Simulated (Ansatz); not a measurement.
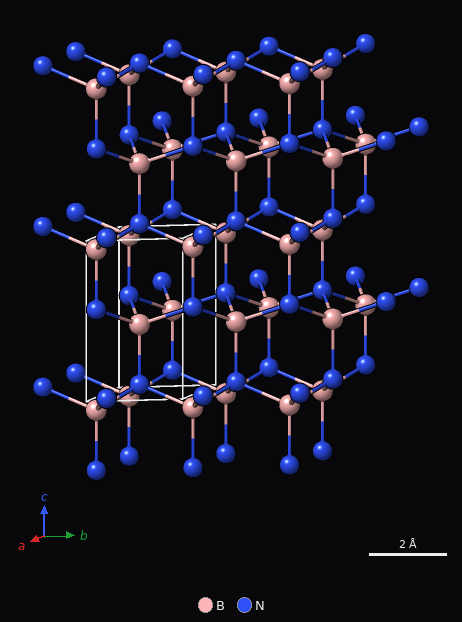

Figure 1. The starting structure (ball-and-stick view of the cell of the calculation, repeated 2 × 3 × 2, seen slightly off an axis; bonded neighbours outside the cell are drawn too). An atom can appear more than once, as a periodic image.

Run report: BN, geometry relaxation

BN (P6₃mc, 4 atoms in the cell), computed with DFT PBE, scalar-relativistic, plane waves, PAW, no spin polarisation (Ansatz 0.2.0).

The structure derives from a Materials Project entry.

Input:
```yaml
crystal:
  lattice:
    - [2.5539396017, 0.0, 0.0]
    - [-1.2769698009, 2.2117765748, 0.0]
    - [0.0, 0.0, 4.226855]
  atoms:
    - { symbol: B, position: [0.66666667, 0.33333333, 0.999724] }
    - { symbol: B, position: [0.33333333, 0.66666667, 0.499724] }
    - { symbol: "N", position: [0.66666667, 0.33333333, 0.625276] }
    - { symbol: "N", position: [0.33333333, 0.66666667, 0.125276] }
basis:
  ecutwfc: 420
kpoints:
  mp_grid: { grid: [12, 12, 6] }
hamiltonian:
  xc: pbe
scf:
  occupations: { method: gaussian, width: 0.02 }
output:
  forces: true
  stress: true
  eigenvalues: true
  write_density: true
  write_potential: true
  elf: true
  volumetric_format: npy
relax:
  adjacent_minimum: "off"
  f_tol: 0.005
  max_steps: 80
  cell: { stress_tol: 0.05 }
```

Hardware: 2 threads of Intel Xeon @ 2.50GHz (Skylake/Cascade Lake), 192 GiB of memory available, shared host.

Launched with:
```bash
ansatz run input.yaml --threads 2 --pin off --max-ram 5120MiB --backend cpu --events-out ev --progress --plain --runs-dir out
```

Output:
```
Engine: ansatz 0.2.0, x86_64-unknown-linux-gnu
Pseudopotentials: kind: paw
Pseudopotential: B, paw, valence charge 3, recommended cutoff 420 eV (normal), B.paw.azcp
Pseudopotential: N, paw, valence charge 5, recommended cutoff 420 eV (normal), N.paw.azcp
Functional definition: PBE
  parameter kappa = 0.804
  parameter beta = 0.06672455060314922
  exchange = pbe_x(kappa = kappa, mu = beta*pi^2/3)
  correlation = pbe_c(beta = beta)
Crystal: 4 atoms, lattice volume = 23.876 Å³
Basis set: ecut = 420 eV, 465 PW (Γ), exchange–correlation on 36×36×60 points (8 copies of the dense FFT grid, shifted against one another)
Bands: 12, of which v1, the nominal top of the filled ones, is band 8 counted from 1 (7 counted from 0)
Symmetry: 12 space group operations
Space group: P63mc (ITA 186), of the structure as read, at distance tolerance 2.9e-5 Å
k-points: 76 of 864 (time reversal used)
Non-local potential: B, projectors of the file, l = 0: 2, l = 1: 2, l = 2: 1
Non-local potential: N, projectors of the file, l = 0: 2, l = 1: 2, l = 2: 1
PAW form: soft (Blöchl's): semilocal exchange-correlation on the pseudo side does not see the compensation charge
PAW one-centre angular grid: B, 110 points (default); XC on 64 Gauss nodes
PAW one-centre angular grid: N, 110 points (default); XC on 64 Gauss nodes
Initial density: superposition of atomic densities (neutral atoms: chi_scale 0, normalization atom), corrected by the library's trained network
Initial wavefunctions: pseudopotential atomic-orbital guess
Functional: x = pbe(κ = 0.804, μ = 0.2195149727645171), c = pbe(β = 0.06672455060314922)
SCF iter   1: F=—  HF=-1084.482541 eV  |F-HF|=—  |Δ(HF+E_count)|=         —  Δρ=2.71e-3  dr2=9.05e-4  ethr=1.77e-3  ⟨swp⟩=5.1  Hψ=5107  notcnv=0
preconditioner: auto → none  [insulator: Δε(μ)=5.198 eV  Ē_g=17.516 eV  σ=0.020 eV  W_gap=1.00  n_scr=2 (ndim 8)  ℏωp=30.4 eV  f_vac=0.000  D(μ)=0.00/eV (n_scr^D=0)  ε∞_Penn≈4.0]
SCF iter   2: F=—  HF=-1084.482700 eV  |F-HF|=—  |Δ(HF+E_count)|=   1.60e-4  Δρ=9.69e-4  dr2=1.10e-4  ethr=5.65e-6  ⟨swp⟩=2.2  Hψ=2376  notcnv=0
SCF iter   3: F=—  HF=-1084.482803 eV  |F-HF|=—  |Δ(HF+E_count)|=   1.03e-4  Δρ=4.77e-4  dr2=1.62e-5  ethr=6.86e-7  ⟨swp⟩=2.9  Hψ=1647  notcnv=0
SCF iter   4: F=—  HF=-1084.482853 eV  |F-HF|=—  |Δ(HF+E_count)|=   5.01e-5  Δρ=1.10e-4  dr2=9.05e-7  ethr=1.01e-7  ⟨swp⟩=2.5  Hψ=1497  notcnv=0
iter 5 did not close the SCF: its close was put off for the readings that it lacked (scf_convergence_deferred on its scf_iter line)
SCF iter   5: F=-1084.482856 eV  HF=-1084.482856 eV  |F-HF|=4.68e-8  |Δ(HF+E_count)|=   2.96e-6  Δρ=1.38e-5  dr2=1.39e-8  ethr=5.66e-9  ⟨swp⟩=2.1  Hψ=1501  notcnv=0
SCF iter   6: F=-1084.482856 eV  HF=-1084.482856 eV  |F-HF|=2.41e-10  |Δ(HF+E_count)|=   5.07e-8  Δρ=1.10e-6  dr2=1.16e-10  ethr=8.66e-11  ⟨swp⟩=5.0  Hψ=4853  notcnv=0
SCF 1 converged in 6 iterations: F = -1084.482856 eV  dr2 = 1.16e-10
  greatest PAW one-centre occupation: 0.787 electrons in one spin orbital (limit 2), on the N atom at site 3 (counted from 0), in its partial waves of l = 0
relax step   1: F+E_penalty+E_count = -1084.48285612 eV  Δ(F+E_penalty+E_count) = +0.000e0 eV  max|allowed force component| = 1.631e-2 eV/Å  Δτ_max = 0.0000 Å  P = -0.043 GPa  Ω = 23.876 Å³  (6 SCF iters, dr2 threshold 1.00e-7 eV, accepted)
Crystal: 4 atoms, lattice volume = 23.875 Å³
Initial density: handed on by an earlier stage of this run
Initial wavefunctions: those handed on with the density
iter 1 solved again at ethr=1.73e-8 eV; its pass at ethr=3.10e-3 eV (dr2=2.77e-6 eV) is discarded
SCF iter   1: F=—  HF=-1084.482896 eV  |F-HF|=—  |Δ(HF+E_count)|=         —  Δρ=1.93e-4  dr2=3.60e-6  ethr=1.73e-8  ⟨swp⟩=2.1  Hψ=6536  notcnv=0
preconditioner: auto → none  [insulator: Δε(μ)=5.232 eV  Ē_g=17.527 eV  σ=0.020 eV  W_gap=1.00  n_scr=2 (ndim 8)  ℏωp=30.4 eV  f_vac=0.000  D(μ)=0.00/eV (n_scr^D=0)  ε∞_Penn≈4.0]
SCF iter   2: F=—  HF=-1084.482898 eV  |F-HF|=—  |Δ(HF+E_count)|=   2.06e-6  Δρ=8.51e-5  dr2=5.51e-7  ethr=1.73e-8  ⟨swp⟩=2.1  Hψ=1521  notcnv=0
SCF iter   3: F=-1084.482898 eV  HF=-1084.482898 eV  |F-HF|=3.98e-8  |Δ(HF+E_count)|=   2.84e-8  Δρ=2.12e-5  dr2=6.34e-8  ethr=2.50e-9  ⟨swp⟩=9.0  Hψ=6550  notcnv=0
SCF 2 converged in 3 iterations: F = -1084.482898 eV  dr2 = 6.34e-8
  greatest PAW one-centre occupation: 0.787 electrons in one spin orbital (limit 2), on the N atom at site 2 (counted from 0), in its partial waves of l = 0
relax step   2: F+E_penalty+E_count = -1084.48289818 eV  Δ(F+E_penalty+E_count) = -4.207e-5 eV  max|allowed force component| = 4.466e-3 eV/Å  Δτ_max = 0.0005 Å  P = -0.015 GPa  Ω = 23.875 Å³  energy of the carried Pulay correction = +6.635e-6 eV  (3 SCF iters, dr2 threshold 4.00e-7 eV, accepted)
iter 1 solved again at ethr=1.22e-9 eV; its pass at ethr=3.10e-3 eV (dr2=1.94e-7 eV) is discarded
SCF iter   1: F=—  HF=-1084.482903 eV  |F-HF|=—  |Δ(HF+E_count)|=         —  Δρ=4.59e-5  dr2=2.56e-7  ethr=1.22e-9  ⟨swp⟩=2.1  Hψ=6497  notcnv=0
preconditioner: auto → none  [insulator: Δε(μ)=5.228 eV  Ē_g=17.527 eV  σ=0.020 eV  W_gap=1.00  n_scr=2 (ndim 8)  ℏωp=30.4 eV  f_vac=0.000  D(μ)=0.00/eV (n_scr^D=0)  ε∞_Penn≈4.0]
SCF iter   2: F=-1084.482906 eV  HF=-1084.482906 eV  |F-HF|=1.56e-8  |Δ(HF+E_count)|=   3.05e-6  Δρ=1.89e-5  dr2=3.57e-8  ethr=5.77e-10  ⟨swp⟩=5.8  Hψ=5345  notcnv=0
SCF 3 converged in 2 iterations: F = -1084.482906 eV  dr2 = 3.57e-8
relax step   3: F+E_penalty+E_count = -1084.48290573 eV  Δ(F+E_penalty+E_count) = -7.548e-6 eV  max|allowed force component| = 1.027e-3 eV/Å  Δτ_max = 0.0001 Å  P = -0.013 GPa  Ω = 23.875 Å³  energy of the carried Pulay correction = +8.261e-6 eV  (2 SCF iters, dr2 threshold 9.22e-8 eV, accepted)
Initial wavefunctions: pseudopotential atomic-orbital guess (no wavefunctions were taken with the density)
iter 1 solved again at ethr=2.20e-8 eV; its pass at ethr=3.10e-3 eV (dr2=3.52e-6 eV) is discarded
SCF iter   1: F=—  HF=-1084.482901 eV  |F-HF|=—  |Δ(HF+E_count)|=         —  Δρ=1.87e-5  dr2=3.06e-8  ethr=2.20e-8  ⟨swp⟩=3.0  Hψ=7933  notcnv=0
preconditioner: auto → none  [insulator: Δε(μ)=5.227 eV  Ē_g=17.527 eV  σ=0.020 eV  W_gap=1.00  n_scr=2 (ndim 8)  ℏωp=30.4 eV  f_vac=0.000  D(μ)=0.00/eV (n_scr^D=0)  ε∞_Penn≈4.0]
SCF iter   2: F=—  HF=-1084.482906 eV  |F-HF|=—  |Δ(HF+E_count)|=   4.11e-6  Δρ=8.46e-6  dr2=4.83e-9  ethr=1.92e-10  ⟨swp⟩=2.0  Hψ=1496  notcnv=0
SCF iter   3: F=—  HF=-1084.482906 eV  |F-HF|=—  |Δ(HF+E_count)|=   1.46e-9  Δρ=1.99e-6  dr2=4.51e-10  ethr=3.02e-11  ⟨swp⟩=2.8  Hψ=1599  notcnv=0
SCF iter   4: F=-1084.482906 eV  HF=-1084.482906 eV  |F-HF|=1.07e-11  |Δ(HF+E_count)|=  1.77e-11  Δρ=5.50e-7  dr2=1.93e-11  ethr=1.00e-12  ⟨swp⟩=4.0  Hψ=4375  notcnv=0
SCF 4 converged in 4 iterations: F = -1084.482906 eV  dr2 = 1.93e-11
relax step   4: F+E_penalty+E_count = -1084.48290556 eV  Δ(F+E_penalty+E_count) = +1.750e-7 eV  max|allowed force component| = 9.056e-4 eV/Å  Δτ_max = 0.0000 Å  P = -0.014 GPa  Ω = 23.875 Å³  stress off target by 2.43e-2 GPa  SCF on the basis re-selected at this cell (its energy is not comparable with the rows above)  (4 SCF iters)
```

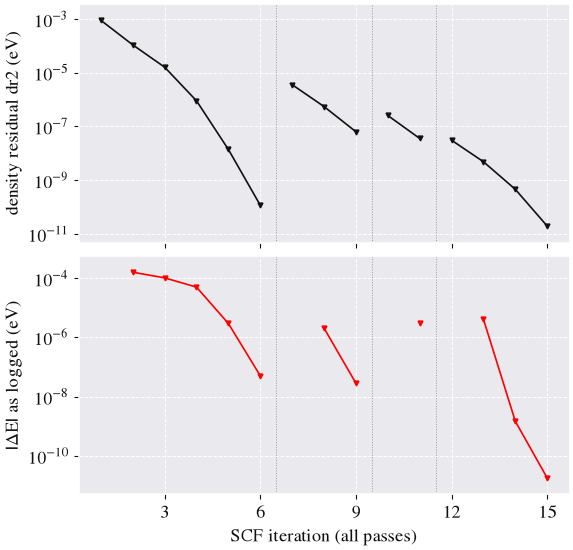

Figure 2. Convergence of the self-consistent field: density residual dr2 and size of the energy change against the SCF iteration. The dotted lines part the SCF passes of the relaxation: geometry steps, rejected trials and re-solves on a re-selected basis. The passes take 6, 3, 2 and 4 iterations.

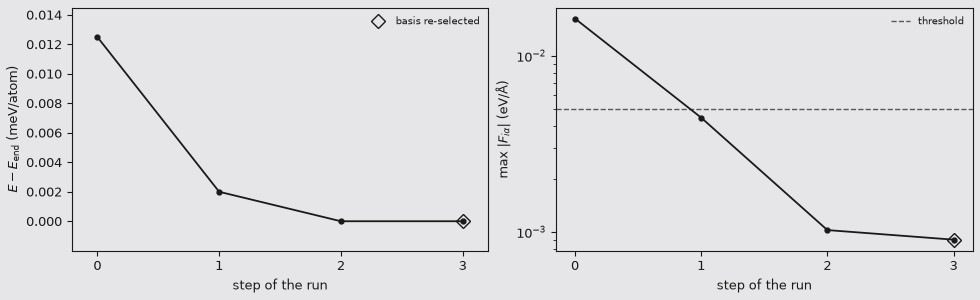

Figure 3. Progress of the relaxation, step by step (the first geometry is step 0 here and step 1 in the log). The energy falls by next to nothing (0.0 meV per atom) in 2 geometry steps. Largest force component: 0.016 eV/Å at the start, 0.00091 eV/Å at the end. The pressure goes from −0.04 to −0.01 GPa. No atom moves by more than 0.005 Å relative to the cell. The space group stays P6_3mc (No. 186). A last SCF at the same geometry on a re-selected plane-wave basis shifts the energy by next to nothing (0.0 meV per atom). (Atoms are counted from 1 in the order of the input.)

```
basis re-selected at this cell: Δ(F+E_penalty+E_count) = +1.750e-7 eV, ΔP = -0.001 GPa vs the last step (what re-selecting the basis moved, of the pressure what is left beyond the Pulay correction that the steps carried, after the strain that the cell walked since its last selection, with what the two solves' SCF thresholds leave and, on support functions, any second-order correction that the steps lacked; it is no measure of the basis error at this ecutwfc). This SCF's stress stands 2.43e-2 GPa from its target on what of the cell is left free (relax.cell.stress_tol is 5.00e-2 GPa) and its largest allowed force component is 9.06e-4 eV/Å (relax.f_tol is 5.00e-3 eV/Å): within both
SCF converged after 4 iterations
Free energy (F): -1084.482906 eV
Harris-Foulkes:  -1084.482906 eV  (|F-HF|=1.07e-11)
Internal energy: -1084.482906 eV  (E = F + TS)
E sigma→0 (E₀):  -1084.482906 eV
Fermi energy:    13.778390 eV
--- Per-component energies (eV) ---
  E_band       = 51.044062
  E_kinetic    = 370.148850
  E_local      = -354.559810  (includes V_loc(G=0)·N_el)
  E_nonlocal   = 113.041682
  E_hartree    = 99.655066
  E_xc         = -186.645155
  E_vxc        = -232.137356  (∫ρ·V_xc dr)
  E_paw        = -412.786746  (= ΣΔE_a)
  E_vpaw       = -44.759591  (= ΣTr[D̂ρ^β])
  E_aug_tail   = 0.000203  (compensation charges beyond the density's cutoff)
  E_ewald      = -713.336996
  E_smearing   = -0.000000  (= −TS)
  E_closure    = -0.000000  (closes the sum)
  Σ components = -1084.482906   (vs F -1084.482906, Δ=0.00e0)
--- Forces (eV/Å), atoms counted from 1 ---
  atom   1  B     -0.00000000    -0.00000000     0.00090536
  atom   2  B      0.00000000     0.00000000     0.00090536
  atom   3  N      0.00000000    -0.00000000    -0.00090584
  atom   4  N     -0.00000000     0.00000000    -0.00090584
  max |Σ_I F_I| component: 9.72e-7 eV/Å
--- Stress (GPa, compression-positive) ---
       -0.024330      -0.000000      -0.000000
       -0.000000      -0.024330      -0.000000
       -0.000000      -0.000000       0.007484
  P = ⅓ Tr σ = -0.0137 GPa (-0.137 kbar)
--- Band table (eV; the first three rows and the last of 76) ---
  k-point 0: bands = ["-9.1216", "-5.0122", "0.3462", "9.0624", "9.0624", "10.9045", "11.1647", "11.1647", "19.5095", "19.5095", "19.7235", "20.5620"]
  k-point 1: bands = ["-8.9567", "-5.5696", "1.1955", "9.1786", "9.1786", "10.0144", "10.9902", "10.9902", "19.7074", "19.7074", "20.0907", "20.5617"]
  k-point 2: bands = ["-8.4677", "-6.6488", "3.1294", "7.9454", "9.5104", "9.5104", "10.5455", "10.5455", "20.2564", "20.2564", "20.4828", "20.5645"]
  k-point 75: bands = ["-3.7330", "-3.7330", "2.3961", "2.3961", "3.5218", "3.5218", "8.1657", "8.1657", "20.4225", "20.4225", "21.3258", "21.3258"]
--- Relaxed structure (3 steps of the walk, 3 accepted, 1 SCFs on fresh bases) ---
  F+E_penalty+E_count = -1084.48290556 eV   max|allowed force component| = 9.056e-4 eV/Å   (the final SCF, on the basis selected at the relaxed cell)
  cell:  # Å, volume = 23.8752 Å³
    - [2.5545800960197877, 2.8874749443245197e-11, -2.8469299561139025e-35]
    - [-1.2772900480349, 2.2123312591407895, 1.7316541861839492e-35]
    - [-4.7117637831630157e-35, 5.8897047289537696e-36, 4.224514535180011]
  atoms:
    - { symbol: B, position: [0.6666666666666665, 0.33333333333333326, 0.9998058546885734] }
    - { symbol: B, position: [0.3333333333333333, 0.6666666666666666, 0.4998058546885737] }
    - { symbol: N, position: [0.6666666666666665, 0.33333333333333326, 0.6251941453114265] }
    - { symbol: N, position: [0.3333333333333333, 0.6666666666666666, 0.12519414531142642] }
```

Trajectory as extended XYZ (Å, eV, eV/Å), 4 frames, from step=1 to step=4:
```
4
Lattice="2.5539 0.0000 0.0000 -1.2770 2.2118 0.0000 0.0000 0.0000 4.2269" Properties=species:S:1:pos:R:3:forces:R:3 step=1 energy=-1084.48286 pressure_GPa=-0.04
B     1.2770    0.7373    4.2257    0.0000   0.0000   0.0163
B     0.0000    1.4745    2.1123    0.0000   0.0000   0.0163
N     1.2770    0.7373    2.6430    0.0000   0.0000  -0.0163
N     0.0000    1.4745    0.5295    0.0000   0.0000  -0.0163
4
Lattice="2.5549 0.0000 0.0000 -1.2774 2.2126 0.0000 0.0000 0.0000 4.2237" Properties=species:S:1:pos:R:3:forces:R:3 step=2 energy=-1084.48290 pressure_GPa=-0.02
B     1.2774    0.7375    4.2230    0.0000   0.0000  -0.0045
B     0.0000    1.4750    2.1111    0.0000   0.0000  -0.0045
N     1.2774    0.7375    2.6405    0.0000   0.0000   0.0045
N     0.0000    1.4750    0.5287    0.0000   0.0000   0.0045
4
Lattice="2.5546 0.0000 0.0000 -1.2773 2.2123 0.0000 0.0000 0.0000 4.2245" Properties=species:S:1:pos:R:3:forces:R:3 step=3 energy=-1084.48291 pressure_GPa=-0.01
B     1.2773    0.7374    4.2237    0.0000   0.0000   0.0011
B     0.0000    1.4749    2.1114    0.0000   0.0000   0.0011
N     1.2773    0.7374    2.6411    0.0000   0.0000  -0.0010
N     0.0000    1.4749    0.5289    0.0000   0.0000  -0.0010
4
Lattice="2.5546 0.0000 0.0000 -1.2773 2.2123 0.0000 0.0000 0.0000 4.2245" Properties=species:S:1:pos:R:3:forces:R:3 step=4 energy=-1084.48291 pressure_GPa=-0.01
B     1.2773    0.7374    4.2237    0.0000   0.0000   0.0009
B     0.0000    1.4749    2.1114    0.0000   0.0000   0.0009
N     1.2773    0.7374    2.6411    0.0000   0.0000  -0.0009
N     0.0000    1.4749    0.5289    0.0000   0.0000  -0.0009
```

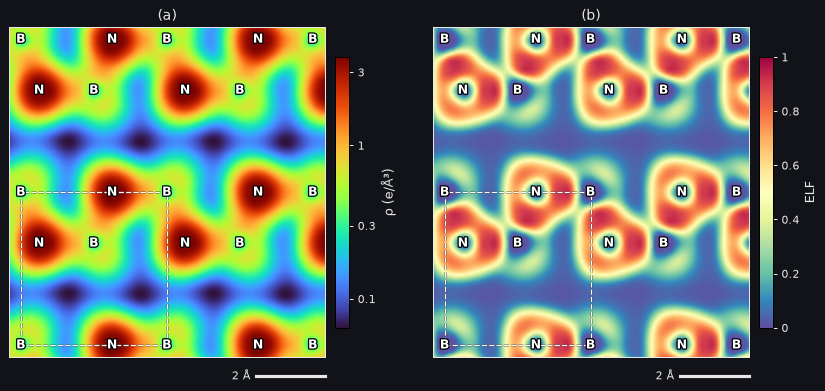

Figure 4. (a) valence charge density (pseudo); (b) electron localisation function on the (110) plane of the conventional cell. Away from the nuclei the density in this plane falls to 0.06 e/Å³ at its lowest. Core electrons are frozen (PAW), so the fields are smoothed inside the atomic spheres.

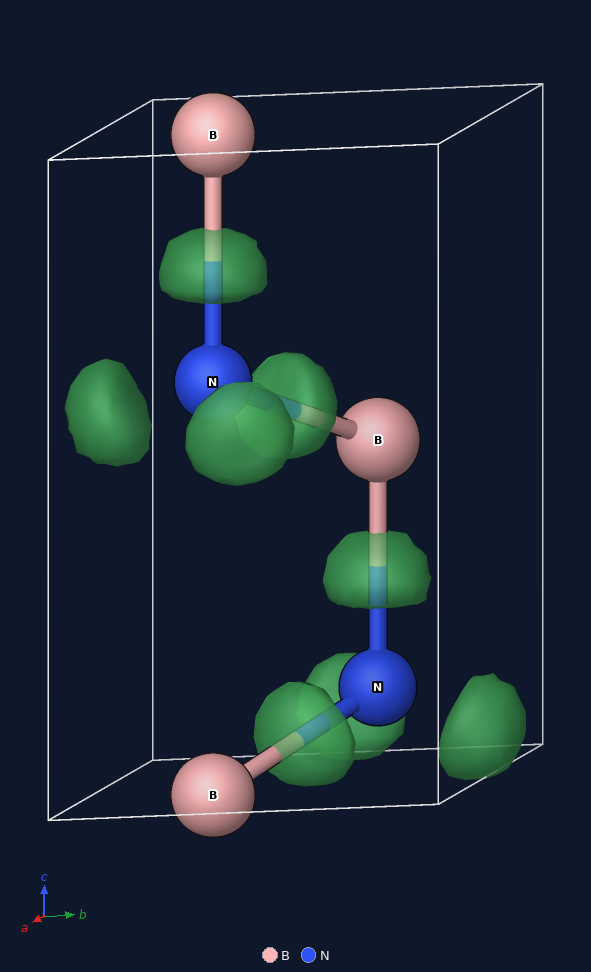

Figure 5. Isosurface of the ELF at 0.85 (green), seen slightly off an axis. Only the valence region is drawn (cores and ρ < 0.01 e/Å³ removed). Sticks mark near contacts. The outline is the cell set on symmetry axes. Along the contacts the grid gives the following. B–N (1.57 Å): the ELF peaks at about 0.95 between the atoms, which marks a shared but strongly polarised pair.

Summary:

| quantity | value |
| --- | --- |
| outcome | converged |
| space group (tolerance 0.01 Å) | P6₃mc (186) |
| electrons treated | 16 |
| free energy | −1084.4829 eV |
| Fermi energy | 13.778 eV |
| gap on the k-point mesh | 5.23 eV |
| pressure | −0.01 GPa |
| final volume | 23.88 Å³ |
| largest force (length of the vector) at the end | 0.001 eV/Å |
| final cell | a = 2.555 Å, b = 2.555 Å, c = 4.225 Å, α = 90.00°, β = 90.00°, γ = 120.00° |
| wall time | 6.8 s (CPU time 12 s) |
| peak memory | 0.39 GiB |
